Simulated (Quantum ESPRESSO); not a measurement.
## Geometry relaxation, with input and output: NiO (part 2 of 4)

The same run, continued: NiO (2 atoms in the cell); Kohn-Sham DFT of a periodic cell, PBE with XDM, JTH 2.0 PBE, spin-polarised (Quantum ESPRESSO 7.5); cutoff 680.28 eV, 4×4×4 k-mesh, fermi-dirac of 0.1 eV, collinear spins. The structure derives from an entry of the Crystallography Open Database.

Geometry of the input (Å; fractional positions):
```
0.0000  2.0859  2.0859
2.0859  0.0000  2.0859
2.0859  2.0859  0.0000
Ni 0.0055  -0.0251  0.0181
O  0.5168  0.5086  0.4568
```

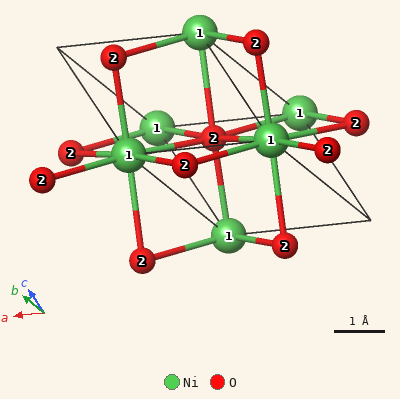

**Figure 1.** The starting structure (ball-and-stick view of the cell of the calculation, seen at an oblique angle; bonded neighbours outside the cell are drawn too; atoms are numbered from 1 in the order of the input). An atom can appear more than once, as a periodic image.

What the program printed, continued:
```
   -88.6704 -49.0864 -49.0614 -49.0606  -3.6959   7.1032   9.5529   9.5535
    13.7029  13.7029  14.1929  15.8866  15.8874  20.9655  25.3601  29.4231
    29.4232  36.7056  41.0766  41.0766  41.9882  44.0554

          k =-0.3536 0.3536-0.3536 (   718 PWs)   bands (ev):

   -88.6704 -49.0864 -49.0614 -49.0606  -3.6959   7.1032   9.5529   9.5535
    13.7029  13.7029  14.1929  15.8866  15.8874  20.9655  25.3601  29.4231
    29.4232  36.7056  41.0766  41.0766  41.9882  44.0554

          k = 0.0000 0.3536-0.0000 (   729 PWs)   bands (ev):

   -88.6713 -49.0713 -49.0634 -49.0624  -4.3205   8.7490  11.2242  11.2242
    12.4968  12.7936  14.0397  14.0399  14.0708  20.7511  28.5179  28.9321
    31.9220  31.9222  42.5640  43.1907  44.5866  44.5869

          k =-0.0000 0.0000 0.3536 (   729 PWs)   bands (ev):

   -88.6713 -49.0724 -49.0624 -49.0623  -4.3205   8.7487  11.2242  11.2242
    12.4970  12.7947  14.0396  14.0398  14.0699  20.7512  28.5177  28.9321
    31.9221  31.9221  42.5643  43.1908  44.5869  44.5869

          k = 0.1768 0.5303 0.5303 (   735 PWs)   bands (ev):

   -88.6699 -49.0819 -49.0691 -49.0661  -3.6813   8.1315   9.4836  10.0751
    13.0853  13.7814  14.0873  14.5313  14.6480  22.8557  25.1483  27.0397
    30.8740  34.5032  41.9463  43.6452  44.4597  46.0295

          k = 0.1768-0.5303-0.5303 (   735 PWs)   bands (ev):

   -88.6699 -49.0819 -49.0691 -49.0660  -3.6813   8.1315   9.4836  10.0751
    13.0853  13.7813  14.0873  14.5313  14.6481  22.8557  25.1483  27.0397
    30.8740  34.5032  41.9463  43.6452  44.4597  46.0295

          k =-0.1768 0.5303-0.5303 (   735 PWs)   bands (ev):

   -88.6699 -49.0819 -49.0691 -49.0661  -3.6813   8.1315   9.4836  10.0751
    13.0853  13.7813  14.0873  14.5313  14.6481  22.8557  25.1483  27.0397
    30.8740  34.5032  41.9463  43.6452  44.4597  46.0295

          k =-0.5303-0.1768-0.5303 (   735 PWs)   bands (ev):

   -88.6699 -49.0819 -49.0691 -49.0661  -3.6813   8.1315   9.4836  10.0751
    13.0853  13.7813  14.0873  14.5313  14.6481  22.8557  25.1483  27.0397
    30.8740  34.5032  41.9463  43.6452  44.4597  46.0295

          k = 0.5303 0.1768-0.5303 (   735 PWs)   bands (ev):

   -88.6699 -49.0819 -49.0691 -49.0661  -3.6813   8.1315   9.4836  10.0751
    13.0853  13.7814  14.0873  14.5313  14.6480  22.8557  25.1483  27.0397
    30.8740  34.5032  41.9463  43.6452  44.4597  46.0295

          k =-0.5303 0.1768 0.5303 (   735 PWs)   bands (ev):

   -88.6699 -49.0819 -49.0691 -49.0661  -3.6813   8.1315   9.4836  10.0751
    13.0853  13.7813  14.0873  14.5313  14.6480  22.8557  25.1483  27.0397
    30.8740  34.5032  41.9463  43.6452  44.4597  46.0295

          k = 0.5303-0.1768 0.5303 (   735 PWs)   bands (ev):

   -88.6699 -49.0819 -49.0691 -49.0661  -3.6813   8.1315   9.4836  10.0751
    13.0853  13.7814  14.0873  14.5313  14.6481  22.8557  25.1483  27.0397
    30.8740  34.5032  41.9463  43.6452  44.4597  46.0295

          k = 0.5303 0.5303-0.1768 (   735 PWs)   bands (ev):

   -88.6699 -49.0824 -49.0691 -49.0656  -3.6813   8.1314   9.4834  10.0754
    13.0853  13.7815  14.0872  14.5306  14.6486  22.8558  25.1482  27.0397
    30.8741  34.5032  41.9462  43.6450  44.4595  46.0297

          k =-0.5303 0.5303 0.1768 (   735 PWs)   bands (ev):

   -88.6699 -49.0824 -49.0691 -49.0656  -3.6813   8.1314   9.4834  10.0754
    13.0853  13.7815  14.0872  14.5306  14.6486  22.8558  25.1482  27.0397
    30.8741  34.5032  41.9462  43.6450  44.4595  46.0297

          k = 0.5303-0.5303 0.1768 (   735 PWs)   bands (ev):

   -88.6699 -49.0824 -49.0691 -49.0656  -3.6813   8.1314   9.4834  10.0754
    13.0853  13.7815  14.0872  14.5306  14.6486  22.8558  25.1482  27.0397
    30.8741  34.5032  41.9462  43.6450  44.4596  46.0297

          k =-0.5303-0.5303-0.1768 (   735 PWs)   bands (ev):

   -88.6699 -49.0824 -49.0691 -49.0656  -3.6813   8.1314   9.4834  10.0754
    13.0853  13.7815  14.0872  14.5306  14.6487  22.8558  25.1482  27.0397
    30.8741  34.5032  41.9462  43.6450  44.4595  46.0297

          k =-0.0000 0.3536 0.3536 (   742 PWs)   bands (ev):

   -88.6704 -49.0801 -49.0698 -49.0623  -3.8283   8.0856   9.6754   9.8024
    13.3485  13.5350  14.1250  14.1452  15.7600  22.3893  26.3260  26.4736
    30.7757  37.0749  38.8020  40.7007  44.5580  47.0174

          k =-0.3536-0.0000-0.3536 (   742 PWs)   bands (ev):

   -88.6704 -49.0801 -49.0698 -49.0623  -3.8283   8.0856   9.6754   9.8024
    13.3486  13.5350  14.1253  14.1448  15.7600  22.3893  26.3260  26.4736
    30.7758  37.0749  38.8020  40.7007  44.5579  47.0173

          k = 0.3536-0.0000-0.3536 (   742 PWs)   bands (ev):

   -88.6704 -49.0801 -49.0698 -49.0623  -3.8283   8.0856   9.6754   9.8024
    13.3486  13.5350  14.1253  14.1448  15.7600  22.3893  26.3260  26.4736
    30.7758  37.0749  38.8020  40.7006  44.5580  47.0172

          k = 0.3536 0.3536-0.0000 (   742 PWs)   bands (ev):

   -88.6704 -49.0795 -49.0709 -49.0618  -3.8283   8.0856   9.6759   9.8024
    13.3477  13.5349  14.1252  14.1447  15.7607  22.3893  26.3260  26.4735
    30.7759  37.0749  38.8020  40.7004  44.5580  47.0172

          k =-0.3536 0.3536-0.0000 (   742 PWs)   bands (ev):

   -88.6704 -49.0795 -49.0709 -49.0618  -3.8283   8.0856   9.6759   9.8024
    13.3477  13.5349  14.1252  14.1448  15.7607  22.3893  26.3260  26.4735
    30.7759  37.0749  38.8020  40.7004  44.5580  47.0173

          k =-0.0000-0.7071 0.0000 (   740 PWs)   bands (ev):

   -88.6694 -49.0842 -49.0704 -49.0693  -3.6532   8.4014  11.0053  11.0054
    12.0466  12.9730  13.5282  14.0111  14.0112  21.5424  25.9331  27.6425
    32.0233  32.0235  43.8523  47.0676  47.6608  47.9388

          k = 0.0000-0.0000-0.7071 (   740 PWs)   bands (ev):

   -88.6694 -49.0853 -49.0693 -49.0693  -3.6532   8.4013  11.0053  11.0054
    12.0468  12.9741  13.5271  14.0110  14.0111  21.5424  25.9331  27.6425
    32.0234  32.0234  43.8519  47.0675  47.6611  47.9388

          k = 0.3536-0.7071 0.0000 (   724 PWs)   bands (ev):

   -88.6694 -49.0770 -49.0759 -49.0680  -3.5396   9.1780   9.1781   9.3921
    13.3909  13.6986  13.6988  14.0120  14.4251  23.8811  26.0549  26.0549
    28.8495  37.4807  37.4808  45.4896  46.7288  48.0230

          k = 0.7071-0.0000 0.3536 (   724 PWs)   bands (ev):

   -88.6694 -49.0760 -49.0759 -49.0691  -3.5396   9.1781   9.1781   9.3918
    13.3920  13.6986  13.6986  14.0121  14.4243  23.8812  26.0549  26.0549
    28.8491  37.4809  37.4809  45.4898  46.7289  48.0230

 ------ SPIN DOWN ----------

          k = 0.0000 0.0000 0.0000 (   725 PWs)   bands (ev):

   -87.1671 -47.5874 -47.5874 -47.5874  -4.7740  12.6537  12.6538  12.6538
    13.6392  13.6392  13.6410  14.7434  14.7453  17.1917  33.1360  34.4615
    34.4616  34.4621  38.1865  38.1865  38.1867  41.7047

          k = 0.1768 0.1768-0.1768 (   745 PWs)   bands (ev):

   -87.1656 -47.6053 -47.5912 -47.5911  -4.1283   9.4857  11.2073  11.2077
    14.1204  14.1217  14.2825  16.3805  16.3820  19.9275  27.8027  32.0091
    32.0093  36.0274  37.8698  37.8701  43.7035  46.7511

          k =-0.3536-0.3536 0.3536 (   718 PWs)   bands (ev):

   -87.1641 -47.6198 -47.5922 -47.5922  -3.3539   7.3822  10.4063  10.4067
    14.5426  14.5439  14.8974  17.5249  17.5264  21.1167  25.7703  29.6691
    29.6692  36.9720  41.3607  41.3610  42.1751  44.2826

          k = 0.3536 0.0000 0.0000 (   729 PWs)   bands (ev):

   -87.1651 -47.6037 -47.5940 -47.5939  -3.9887   9.3077  11.5969  11.5972
    13.1246  14.7286  14.7304  14.9591  15.8809  21.2261  28.8590  29.1082
    32.1841  32.1843  43.0451  43.2224  44.9291  44.9293

          k =-0.1768-0.5303 0.5303 (   735 PWs)   bands (ev):

   -87.1636 -47.6150 -47.6008 -47.5974  -3.3253   8.4335  10.0176  10.7916
    13.8404  14.6578  14.8266  16.3521  16.3636  23.2025  25.4642  27.2907
    31.1661  34.7692  42.1412  43.9259  44.7026  46.3812

          k = 0.0000-0.3536 0.3536 (   742 PWs)   bands (ev):

   -87.1641 -47.6125 -47.6020 -47.5933  -3.4837   8.4776  10.1368  10.5634
    14.2525  14.6491  14.7924  15.6232  17.4745  22.7075  26.6772  26.6968
    31.0950  37.2144  39.0807  40.9686  44.7806  47.4676

          k =-0.7071 0.0000 0.0000 (   740 PWs)   bands (ev):

   -87.1631 -47.6178 -47.6013 -47.6012  -3.2816   8.6537  11.3286  11.3287
    12.6315  14.7606  14.7627  15.1778  15.7141  21.9321  26.2051  27.8799
    32.3392  32.3393  44.4040  47.1546  48.0186  48.0188

          k =-0.7071 0.3536 0.0000 (   724 PWs)   bands (ev):

   -87.1631 -47.6088 -47.6088 -47.6002  -3.1718   9.4711   9.4713  10.0335
    14.3757  14.3774  14.7617  15.5849  16.3212  24.3303  26.3081  26.3084
    29.1468  37.6944  37.6947  46.0575  47.1387  48.0818

          k =-0.1768-0.1768-0.1768 (   745 PWs)   bands (ev):

   -87.1656 -47.6053 -47.5912 -47.5911  -4.1283   9.4857  11.2073  11.2077
    14.1204  14.1217  14.2825  16.3805  16.3820  19.9275  27.8027  32.0091
    32.0092  36.0274  37.8698  37.8701  43.7035  46.7510

          k =-0.1768 0.1768 0.1768 (   745 PWs)   bands (ev):

   -87.1656 -47.6053 -47.5912 -47.5911  -4.1283   9.4857  11.2073  11.2077
    14.1204  14.1217  14.2825  16.3805  16.3820  19.9275  27.8027  32.0091
    32.0093  36.0274  37.8698  37.8701  43.7035  46.7512

          k = 0.1768-0.1768 0.1768 (   745 PWs)   bands (ev):

   -87.1656 -47.6053 -47.5912 -47.5911  -4.1283   9.4857  11.2073  11.2077
    14.1204  14.1217  14.2825  16.3805  16.3820  19.9275  27.8027  32.0091
    32.0092  36.0274  37.8698  37.8701  43.7035  46.7511

          k = 0.3536 0.3536 0.3536 (   718 PWs)   bands (ev):

   -87.1641 -47.6198 -47.5923 -47.5922  -3.3539   7.3822  10.4063  10.4067
    14.5426  14.5439  14.8974  17.5249  17.5264  21.1167  25.7703  29.6691
    29.6692  36.9720  41.3607  41.3610  42.1751  44.2826

          k = 0.3536-0.3536-0.3536 (   718 PWs)   bands (ev):

   -87.1641 -47.6198 -47.5922 -47.5922  -3.3539   7.3822  10.4063  10.4067
    14.5426  14.5439  14.8974  17.5249  17.5264  21.1167  25.7703  29.6691
    29.6692  36.9720  41.3607  41.3610  42.1751  44.2827

          k =-0.3536 0.3536-0.3536 (   718 PWs)   bands (ev):

   -87.1641 -47.6198 -47.5922 -47.5922  -3.3539   7.3822  10.4063  10.4067
    14.5426  14.5439  14.8974  17.5249  17.5264  21.1167  25.7703  29.6691
    29.6692  36.9720  41.3607  41.3610  42.1751  44.2826

          k = 0.0000 0.3536-0.0000 (   729 PWs)   bands (ev):

   -87.1651 -47.6036 -47.5940 -47.5939  -3.9887   9.3076  11.5969  11.5972
    13.1246  14.7286  14.7303  14.9592  15.8810  21.2261  28.8589  29.1082
    32.1841  32.1843  43.0451  43.2224  44.9291  44.9294

          k =-0.0000 0.0000 0.3536 (   729 PWs)   bands (ev):

   -87.1651 -47.6037 -47.5939 -47.5939  -3.9887   9.3077  11.5969  11.5969
    13.1263  14.7286  14.7286  14.9577  15.8821  21.2262  28.8589  29.1088
    32.1841  32.1842  43.0449  43.2225  44.9291  44.9292

          k = 0.1768 0.5303 0.5303 (   735 PWs)   bands (ev):

   -87.1636 -47.6150 -47.6008 -47.5974  -3.3253   8.4335  10.0176  10.7916
    13.8404  14.6578  14.8266  16.3521  16.3636  23.2025  25.4642  27.2907
    31.1661  34.7692  42.1412  43.9259  44.7026  46.3812

          k = 0.1768-0.5303-0.5303 (   735 PWs)   bands (ev):

   -87.1636 -47.6150 -47.6008 -47.5974  -3.3253   8.4335  10.0176  10.7916
    13.8404  14.6578  14.8266  16.3521  16.3636  23.2025  25.4642  27.2907
    31.1661  34.7692  42.1412  43.9259  44.7026  46.3812

          k =-0.1768 0.5303-0.5303 (   735 PWs)   bands (ev):

   -87.1636 -47.6150 -47.6009 -47.5974  -3.3253   8.4335  10.0176  10.7916
    13.8404  14.6578  14.8266  16.3521  16.3636  23.2025  25.4642  27.2907
    31.1661  34.7692  42.1412  43.9259  44.7026  46.3812

          k =-0.5303-0.1768-0.5303 (   735 PWs)   bands (ev):

   -87.1636 -47.6150 -47.6008 -47.5974  -3.3253   8.4335  10.0176  10.7917
    13.8404  14.6578  14.8266  16.3521  16.3636  23.2025  25.4642  27.2907
    31.1662  34.7692  42.1412  43.9258  44.7025  46.3812

          k = 0.5303 0.1768-0.5303 (   735 PWs)   bands (ev):

   -87.1636 -47.6150 -47.6008 -47.5974  -3.3253   8.4335  10.0176  10.7916
    13.8404  14.6578  14.8266  16.3521  16.3636  23.2025  25.4642  27.2907
    31.1661  34.7692  42.1412  43.9258  44.7025  46.3812

          k =-0.5303 0.1768 0.5303 (   735 PWs)   bands (ev):

   -87.1636 -47.6150 -47.6009 -47.5974  -3.3253   8.4335  10.0176  10.7916
    13.8404  14.6578  14.8266  16.3521  16.3636  23.2025  25.4642  27.2907
    31.1661  34.7692  42.1412  43.9258  44.7025  46.3812

          k = 0.5303-0.1768 0.5303 (   735 PWs)   bands (ev):

   -87.1636 -47.6150 -47.6008 -47.5974  -3.3253   8.4335  10.0175  10.7917
    13.8404  14.6578  14.8266  16.3521  16.3636  23.2025  25.4642  27.2907
    31.1662  34.7692  42.1412  43.9258  44.7025  46.3812

          k = 0.5303 0.5303-0.1768 (   735 PWs)   bands (ev):

   -87.1636 -47.6151 -47.6008 -47.5974  -3.3252   8.4335  10.0178  10.7914
    13.8420  14.6568  14.8257  16.3509  16.3648  23.2025  25.4643  27.2908
    31.1661  34.7694  42.1411  43.9257  44.7026  46.3811

          k =-0.5303 0.5303 0.1768 (   735 PWs)   bands (ev):

   -87.1636 -47.6150 -47.6008 -47.5974  -3.3252   8.4335  10.0178  10.7914
    13.8420  14.6568  14.8257  16.3509  16.3648  23.2025  25.4643  27.2908
    31.1661  34.7695  42.1411  43.9257  44.7026  46.3811

          k = 0.5303-0.5303 0.1768 (   735 PWs)   bands (ev):

   -87.1636 -47.6150 -47.6008 -47.5974  -3.3252   8.4335  10.0178  10.7914
    13.8420  14.6568  14.8257  16.3509  16.3648  23.2025  25.4643  27.2908
    31.1661  34.7695  42.1411  43.9257  44.7026  46.3811

          k =-0.5303-0.5303-0.1768 (   735 PWs)   bands (ev):

   -87.1636 -47.6150 -47.6009 -47.5974  -3.3252   8.4334  10.0178  10.7914
    13.8420  14.6568  14.8257  16.3509  16.3648  23.2025  25.4643  27.2908
    31.1661  34.7694  42.1411  43.9257  44.7026  46.3811

          k =-0.0000 0.3536 0.3536 (   742 PWs)   bands (ev):

   -87.1641 -47.6125 -47.6020 -47.5933  -3.4837   8.4776  10.1368  10.5634
    14.2525  14.6492  14.7924  15.6232  17.4745  22.7075  26.6772  26.6968
    31.0950  37.2144  39.0807  40.9686  44.7806  47.4676

          k =-0.3536-0.0000-0.3536 (   742 PWs)   bands (ev):

   -87.1641 -47.6125 -47.6020 -47.5933  -3.4837   8.4776  10.1368  10.5634
    14.2525  14.6491  14.7925  15.6231  17.4745  22.7075  26.6772  26.6968
    31.0951  37.2144  39.0807  40.9685  44.7806  47.4675

          k = 0.3536-0.0000-0.3536 (   742 PWs)   bands (ev):

   -87.1641 -47.6125 -47.6020 -47.5933  -3.4837   8.4776  10.1368  10.5634
    14.2525  14.6491  14.7925  15.6231  17.4745  22.7075  26.6772  26.6968
    31.0951  37.2144  39.0807  40.9685  44.7806  47.4676

          k = 0.3536 0.3536-0.0000 (   742 PWs)   bands (ev):

   -87.1641 -47.6125 -47.6020 -47.5933  -3.4837   8.4778  10.1366  10.5631
    14.2515  14.6510  14.7916  15.6245  17.4733  22.7076  26.6772  26.6966
    31.0951  37.2142  39.0810  40.9685  44.7806  47.4677

          k =-0.3536 0.3536-0.0000 (   742 PWs)   bands (ev):

   -87.1641 -47.6125 -47.6020 -47.5933  -3.4837   8.4778  10.1366  10.5631
    14.2515  14.6510  14.7916  15.6245  17.4733  22.7076  26.6772  26.6966
    31.0951  37.2142  39.0810  40.9685  44.7806  47.4678

          k =-0.0000-0.7071 0.0000 (   740 PWs)   bands (ev):

   -87.1631 -47.6178 -47.6013 -47.6012  -3.2816   8.6537  11.3285  11.3287
    12.6315  14.7607  14.7627  15.1779  15.7141  21.9321  26.2051  27.8799
    32.3393  32.3393  44.4039  47.1547  48.0187  48.0188

          k = 0.0000-0.0000-0.7071 (   740 PWs)   bands (ev):

   -87.1631 -47.6179 -47.6013 -47.6012  -3.2816   8.6537  11.3286  11.3287
    12.6331  14.7606  14.7607  15.1764  15.7155  21.9321  26.2050  27.8807
    32.3393  32.3393  44.4042  47.1546  48.0186  48.0187

          k = 0.3536-0.7071 0.0000 (   724 PWs)   bands (ev):

   -87.1631 -47.6088 -47.6087 -47.6003  -3.1718   9.4711   9.4713  10.0335
    14.3757  14.3774  14.7617  15.5849  16.3212  24.3303  26.3081  26.3084
    29.1469  37.6944  37.6946  46.0575  47.1386  48.0818

          k = 0.7071-0.0000 0.3536 (   724 PWs)   bands (ev):

   -87.1631 -47.6088 -47.6087 -47.6003  -3.1718   9.4712   9.4712  10.0336
    14.3757  14.3757  14.7638  15.5835  16.3225  24.3303  26.3082  26.3082
    29.1467  37.6944  37.6945  46.0572  47.1388  48.0818

     the Fermi energy is    15.5575 ev

* XDM dispersion
  a1 =     0.327500
  a2 (ang) =     2.767300
  a2 (bohr) =     5.229439
```
